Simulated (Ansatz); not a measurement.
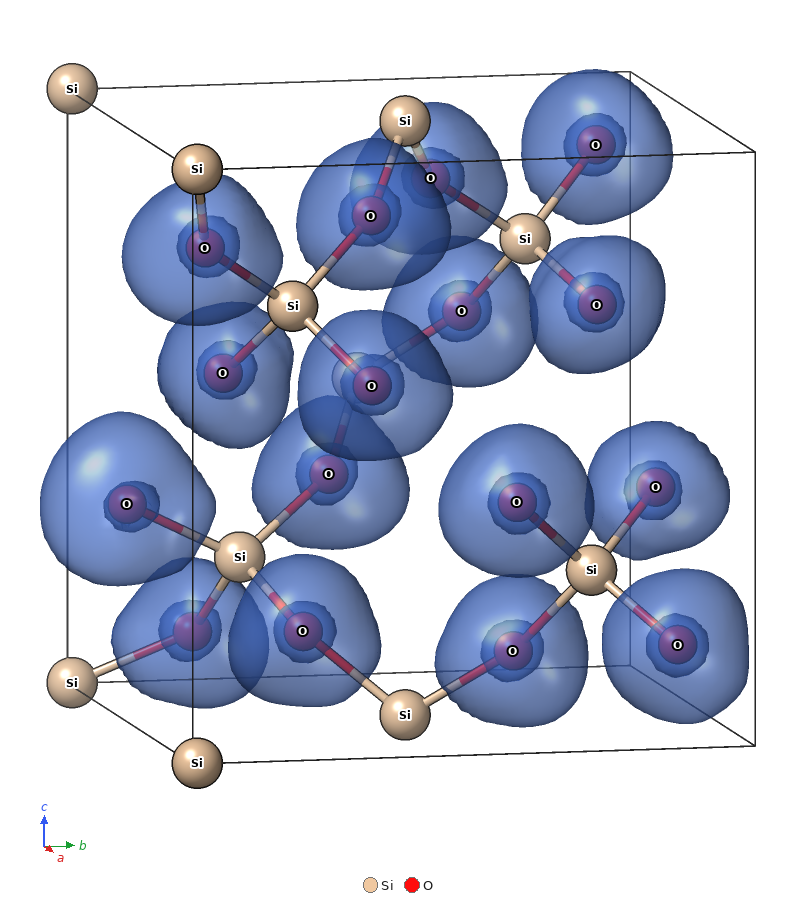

Si7O16 (cell with a defect). Isosurface of the electron localisation function at 0.7 (blue), seen slightly off an axis. Core shells and regions of very low density are left out. Sticks mark near contacts.

Spin-polarised.

The calculation used Ansatz, DFT PBEsol, scalar-relativistic, plane waves, PAW.

In a PAW calculation such maps are meaningful between the atoms, not at the nuclei.

Where are the electrons localised?

Answer. The surface consists of 16 regions on O in which the atom's valence shell and bonds are merged, counted in one cell of 23 atoms. Any copies at cell faces, edges or corners count once. Profiles from the grid: Si–O (1.61 Å): the ELF peaks at about 0.85 between the atoms; a polar covalent bond. Si–O (1.67 Å): the ELF peaks at about 0.90 between the atoms (a shared but strongly polarised pair).

Metal or insulator at this level of theory?

Answer. It is gapped, with a Kohn–Sham gap of 0.44 eV on the k-point mesh (the band edges may lie off the mesh, which would make the gap smaller).

Which magnetic arrangement did the calculation end in?

Answer. Parallel moments (a ferromagnetic arrangement) in this solution; site moments O: +0.7 μB (×4) in one cell of 23 atoms, with smaller moments on other sites: O (up to +0.07 μB).
